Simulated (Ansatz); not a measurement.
# Ti$_{2}$Co: single-point calculation (part 2 of 2)

Continued. System: Ti$_{2}$Co (Fd-3m, 6 atoms in the cell). Method: DFT PBEsol, scalar-relativistic, plane waves, PAW, spin-polarised (Ansatz 0.2.0); cutoff 420 eV, 10×10×10 k-mesh, Gaussian smearing of 0.1 eV, collinear spins. The structure derives from an entry of the Crystallography Open Database. It belongs to a series of runs on one base structure; here: small parallel starting moments.

Geometry of the input (Å; fractional positions):
```
0.0000  3.3650  3.3650
3.3650  0.0000  3.3650
3.3650  3.3650  0.0000
Ti 0.1250  0.1250  0.1250
Ti 0.6250  0.1250  0.1250
Ti 0.1250  0.1250  0.6250
Ti 0.1250  0.6250  0.1250
Co 0.5000  0.5000  0.5000
Co 0.7500  0.7500  0.7500
```

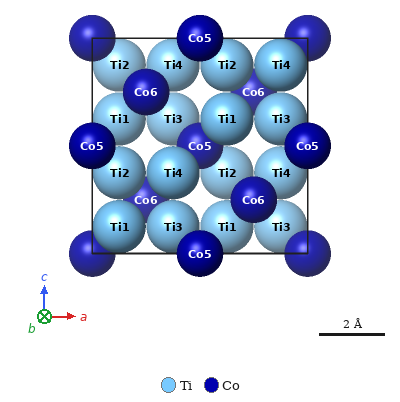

Figure 1. The structure (spheres-only view of the cell 4 times as large as that of the calculation, set on its symmetry axes, along the b axis; atoms are numbered from 1 in the order of the input).

Output, continued:
```
--- Forces (eV/Å), atoms counted from 1 ---
  atom   1  Ti     0.00000000     0.00000000    -0.00000000
  atom   2  Ti     0.00000000    -0.00000000     0.00000000
  atom   3  Ti     0.00000000    -0.00000000    -0.00000000
  atom   4  Ti     0.00000000    -0.00000000    -0.00000000
  atom   5  Co     0.00000000    -0.00000000     0.00000000
  atom   6  Co     0.00000000     0.00000000    -0.00000000
  max |Σ_I F_I| component: 4.63e-18 eV/Å
--- Stress (GPa, compression-positive) ---
       15.991513      -0.000000       0.000000
       -0.000000      15.991513       0.000000
        0.000000      -0.000000      15.991513
  P = ⅓ Tr σ = 15.9915 GPa (159.915 kbar)
--- Band table (eV; the first three rows and the last of 94) ---
  k-point 0 ↑: bands = ["-77.4452", "-77.4412", "-40.8433", "-40.8433", "-40.8433", "-40.8275", "-40.8275", "-40.8275", "-38.9651", "-38.2359", "-38.2359", "-38.2359", "-17.1745", "-15.7138", "-15.7138", "-15.7138", "-15.2401", "-15.2401", "-14.1547", "-14.1547", "-14.1547", "-13.9217", "-13.9217", "-13.9217", "10.5113", "12.6897", "14.3688", "14.3688", "14.3688", "14.7285", "14.7285", "14.7285", "15.3428", "15.3428", "15.7691", "15.7691", "15.7691", "15.8645", "15.8645", "16.9640", "16.9640", "16.9640", "16.9922", "16.9922", "21.0819", "21.0819", "21.0819", "21.3568", "21.3568", "21.3568"]
  k-point 1 ↑: bands = ["-77.4452", "-77.4413", "-40.8434", "-40.8434", "-40.8432", "-40.8277", "-40.8273", "-40.8273", "-38.9524", "-38.2502", "-38.2361", "-38.2361", "-17.1289", "-15.7033", "-15.6924", "-15.6924", "-15.2304", "-15.2304", "-14.1821", "-14.1821", "-14.1547", "-13.9918", "-13.9307", "-13.9307", "10.6306", "12.7983", "14.4007", "14.4007", "14.4088", "14.5647", "14.7753", "14.7753", "15.3701", "15.3701", "15.7826", "15.7826", "15.8115", "15.8928", "15.8928", "16.9489", "16.9604", "16.9604", "17.0337", "17.0337", "20.7472", "20.8602", "20.8602", "21.0642", "21.1136", "21.1136"]
  k-point 2 ↑: bands = ["-77.4450", "-77.4415", "-40.8438", "-40.8438", "-40.8432", "-40.8283", "-40.8270", "-40.8270", "-38.9165", "-38.2902", "-38.2363", "-38.2363", "-17.0034", "-15.6664", "-15.6368", "-15.6368", "-15.1956", "-15.1956", "-14.2696", "-14.2696", "-14.1909", "-14.1545", "-13.9476", "-13.9476", "10.9783", "13.0855", "14.2194", "14.4785", "14.4785", "14.5195", "14.9084", "14.9084", "15.4101", "15.4101", "15.8315", "15.8529", "15.8529", "15.9686", "15.9686", "16.9048", "16.9102", "16.9102", "17.2256", "17.2256", "19.8215", "20.1651", "20.1651", "20.7154", "20.9445", "20.9445"]
  k-point 46 ↓: bands = ["-76.8175", "-76.8175", "-40.2358", "-40.2358", "-40.2240", "-40.2240", "-40.2127", "-40.2127", "-38.5766", "-38.5766", "-38.2049", "-38.2049", "-15.9530", "-15.9530", "-15.2658", "-15.2658", "-14.8941", "-14.8941", "-14.8478", "-14.8478", "-14.4150", "-14.4150", "-14.1071", "-14.1071", "13.5212", "13.5212", "14.5488", "14.5488", "15.3799", "15.3799", "15.5098", "15.5098", "15.9477", "15.9477", "16.0378", "16.0378", "16.4142", "16.4142", "16.8697", "16.8697", "16.9618", "16.9618", "17.9976", "17.9976", "18.4779", "18.4779", "18.9801", "18.9801", "19.7278", "19.7278"]
--- Löwdin populations: 6 sites ---
  site symbol       q [e]    m [muB]
     0     Ti     11.9699     0.0230
     1     Ti     11.9699     0.0230
     2     Ti     11.9699     0.0230
     3     Ti     11.9699     0.0230
     4     Co     16.6783     0.5421
     5     Co     16.6783     0.5421
  spilling = 0.009313 (of n_electrons = 82.000000)
```

File populations.tsv:
```
# site	symbol	l	j	q_up	q_dn
# orbitals = lowdin
# n_electrons = 82.000000
# spilling = 0.009313
0	Ti	0_3S	-	0.929384	0.928522
0	Ti	0_4S	-	0.422301	0.430721
0	Ti	1_3P	-	2.975105	2.975379
0	Ti	2_3D	-	1.669667	1.638846
1	Ti	0_3S	-	0.929384	0.928522
1	Ti	0_4S	-	0.422301	0.430721
1	Ti	1_3P	-	2.975105	2.975379
1	Ti	2_3D	-	1.669667	1.638846
2	Ti	0_3S	-	0.929384	0.928522
2	Ti	0_4S	-	0.422301	0.430721
2	Ti	1_3P	-	2.975105	2.975379
2	Ti	2_3D	-	1.669667	1.638846
3	Ti	0_3S	-	0.929384	0.928522
3	Ti	0_4S	-	0.422301	0.430721
3	Ti	1_3P	-	2.975105	2.975379
3	Ti	2_3D	-	1.669667	1.638846
4	Co	0_3S	-	0.992219	0.992353
4	Co	0_4S	-	0.415636	0.412566
4	Co	1_3P	-	2.998154	2.998244
4	Co	2_3D	-	4.204185	3.664976
5	Co	0_3S	-	0.992219	0.992353
5	Co	0_4S	-	0.415636	0.412566
5	Co	1_3P	-	2.998154	2.998244
5	Co	2_3D	-	4.204185	3.664976
```

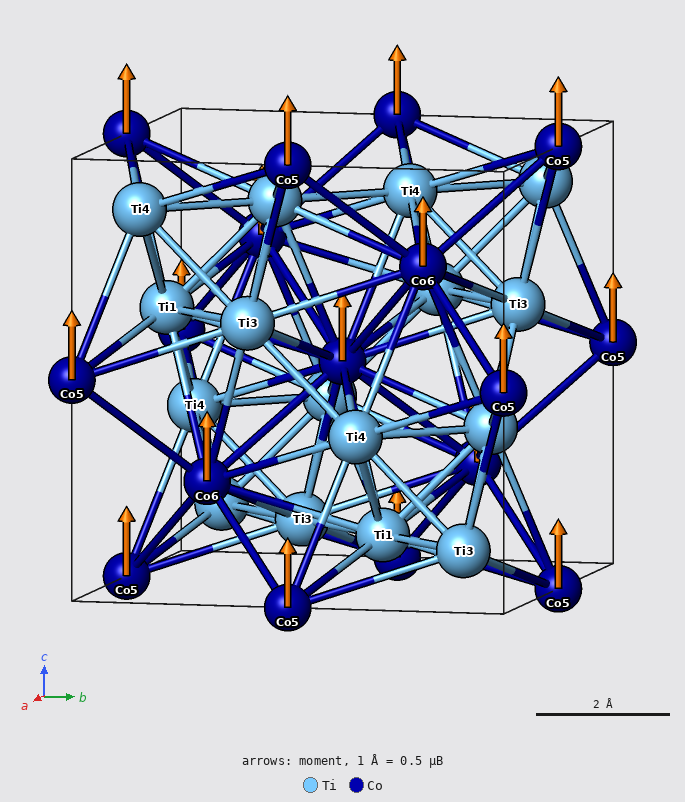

Figure 2. Magnetic moments of the sites as orange arrows (ball-and-stick view of the cell 4 times as large as that of the calculation, set on its symmetry axes, seen slightly off an axis; atoms are numbered from 1 in the order of the input); small moments hardly show. The run is collinear, so the axis drawn is arbitrary. Site moments: Co5, Co6 (0.54 μB). They are counted near the atoms and needn't add up to the moment of the cell.

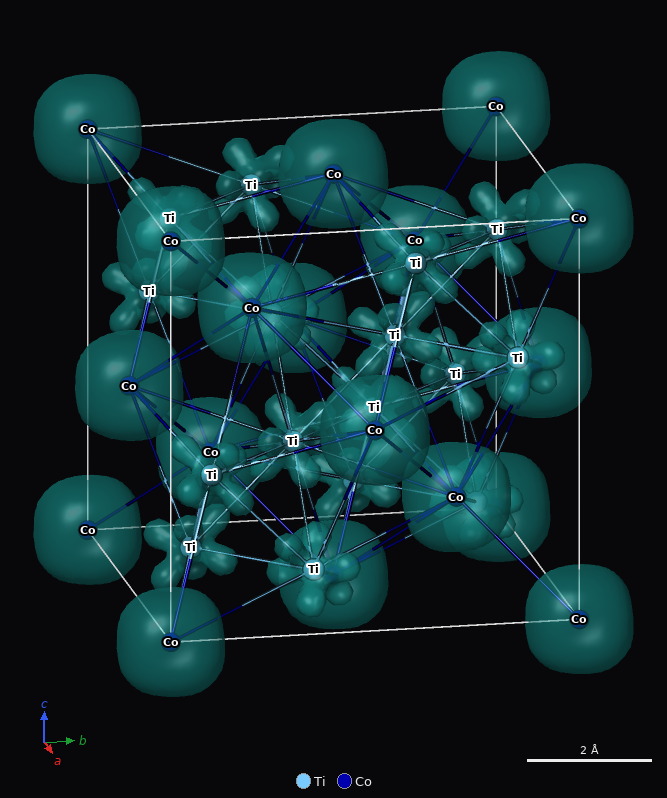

Figure 3. Isosurfaces of the spin density at +0.02 (teal) and −0.02 e/Å³ (pink), seen slightly off an axis. Sticks mark near contacts. The outline is the cell set on symmetry axes. The cell of the calculation (6 atoms) carries 1.1 μB net. Only one sign reaches the isovalue. In a PAW calculation such maps are meaningful between the atoms, not at the nuclei.

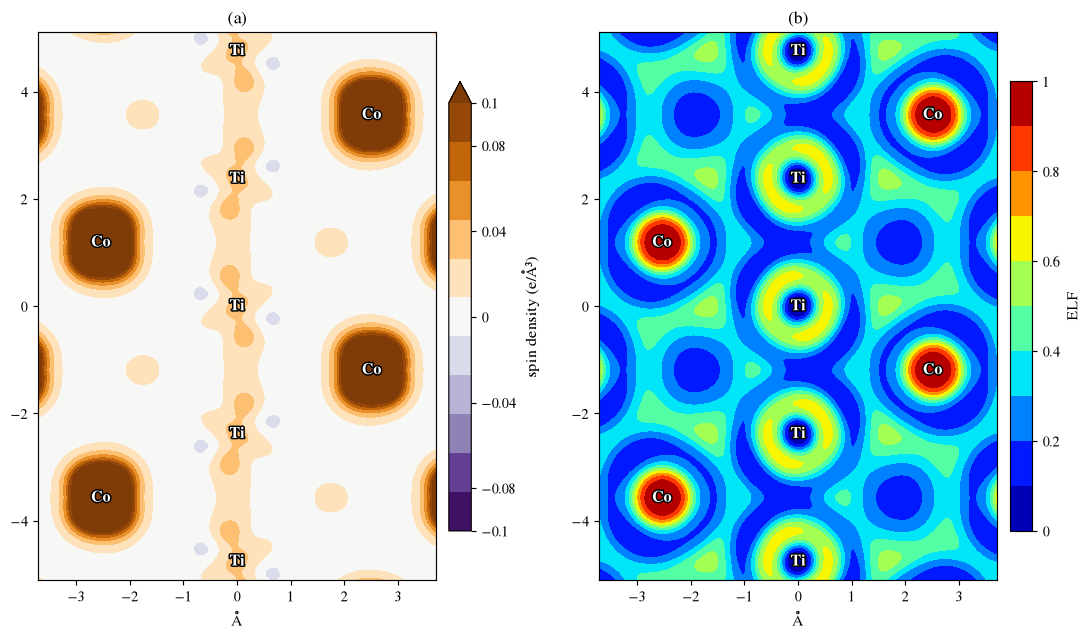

Figure 4. (a) spin density; (b) ELF on the (011) plane of the conventional cell. Ti–Ti (2.38 Å): the ELF is about 0.15 at the midpoint; no shared electron pair. Ti–Co (2.79 Å): the ELF is about 0.30 at the midpoint (no localised pair between them). The strong features right at Ti and Co lie inside the PAW spheres (semicore, d or f shells) and say nothing about bonding. The cell of the calculation (6 atoms) carries 1.1 μB net.

Key numbers:

```csv
quantity,value
outcome,converged
space group (tolerance 0.01 Å),Fd-3m (227)
electrons treated,82
free energy,−20078.6071 eV
Fermi energy,17.064 eV
gap on the k-point mesh,none (metallic)
net moment of the cell,1.14 μB
integrated absolute moment,1.43 μB
pressure,15.99 GPa
largest force (length of the vector),under 0.001 eV/Å
wall time,62 s
peak memory,0.59 GiB
```

The cell is under a pressure of 16.0 GPa at this level, so it is not at its equilibrium volume.
